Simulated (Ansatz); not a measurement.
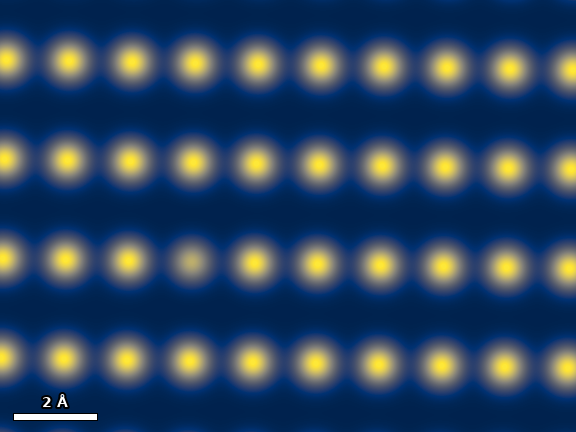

Dark-field STEM-like image of Ta (Fmmm, No. 69) along [001]. Simulation: incoherent imaging, intensity Z^1.8 per atom, probe width 0.80 Å, thin sample. The probe carries 15 % of its weight in a tail 2.5 times as wide.

The sample is 2 repeats (20.4 Å) thick. One point defect was put into the perfect crystal, without relaxing the atoms around it. Brightness is counted from the darkest point of the image. Host structure: the end point of a relaxation with DFT r2SCAN, scalar-relativistic, plane waves, PAW in Ansatz; the starting structure was generated, so it need not be a known form of this composition.

**Where is the defect (in Å from the left and the top edge), and what does its contrast suggest?**

At about 5 Å from the left and 6 Å from the top. The column is dimmer, which points to a vacancy or a lighter atom. The column holds 4 atoms (Ta) through the sample, and one Ta atom is missing, so its peak drops to about 75 % of that of its equals.
